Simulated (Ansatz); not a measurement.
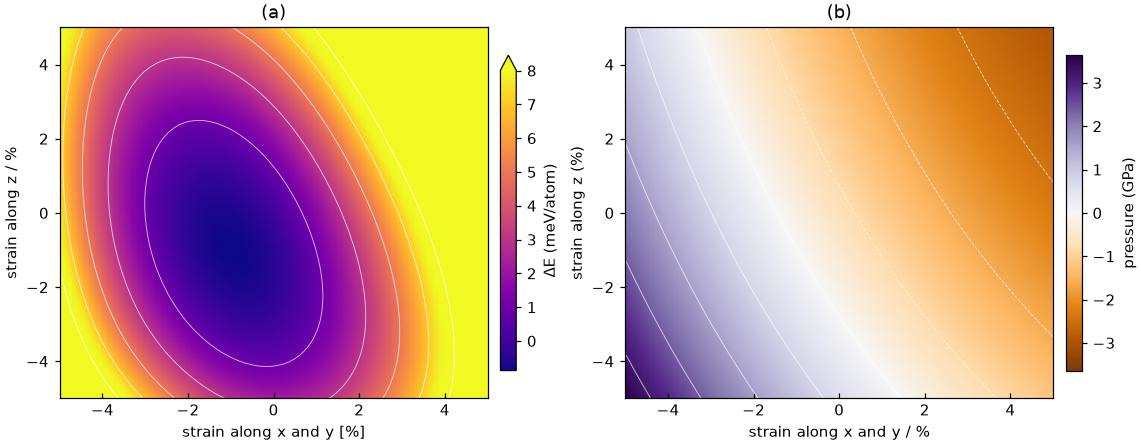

NaH (Fm-3m, No. 225; 2 atoms in the cell). 
- The cell is strained homogeneously, by one strain along x and y and another along z, with fractional coordinates fixed (x, y and z along the cube axes).
- The first coordinate is: strain along x and y; the second: strain along z.
- The grid has 5 × 5 points.
- Energies are in meV/atom, from the unstrained cell.
- The reference cell is the one listed in the database, not relaxed at this level.
- Computed with DFT PBE, scalar-relativistic, plane waves, PAW in Ansatz 0.2.0. Settings: cutoff 420 eV, k-mesh 8×8×8, gaussian smearing 0.05 eV, no spin polarisation.

Panel (a) is the energy; panel (b) is the computed pressure, in GPa.

In the figure: a smooth colour map with a few white contour lines, one colour for all values above the top of the scale. Between grid points the surface is interpolated.

Q: How does the pressure vary over the map, and what is it at the lowest grid point?

A: It runs from −3.0 GPa at strain along x and y = 5.0 %, strain along z = 5.0 % to 3.6 GPa at strain along x and y = −5.0 %, strain along z = −5.0 %. At the lowest grid point, strain along x and y = 0.0 %, strain along z = −2.5 %, it is −0.1 GPa.
